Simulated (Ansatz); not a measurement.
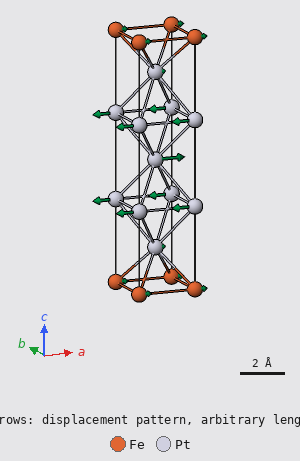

Phonons of crystalline FePt$_{5}$ (a generated structure), space group P4/mmm (No. 123), at the zone centre. The optical levels lie at 51 (×2), 52 (×2), 85 (×2), 97, 104 (×2), 107, 150, 169 (×2), 169, 246 cm⁻¹. One mode is drawn. Displacements are drawn as green arrows; their common scale and sign are arbitrary. A ball-and-stick model of the cell of the calculation, seen slightly off an axis.

Computed with DFT PBE, scalar-relativistic, plane waves, PAW (Ansatz). (plane-wave cutoff 420 eV; k-point mesh 14 × 14 × 4; occupations gaussian; smearing width 0.2 eV; collinear spin)

The frequencies depend somewhat on the k-mesh and the smearing.

Which of these frequencies is the drawn mode's?

The level at 104 cm⁻¹. This is the E_u mode (doubly degenerate; one member of the set is drawn), optical level 5 of 10, counted from below, infrared-active by symmetry. The Pt (1d) and Fe and Pt (2h) sublattices move against the Pt (2g) sublattice, along a; the kinetic energy is shared as Pt 99 %, Fe 1 %. The crystal is a metal, so free carriers screen the infrared response.
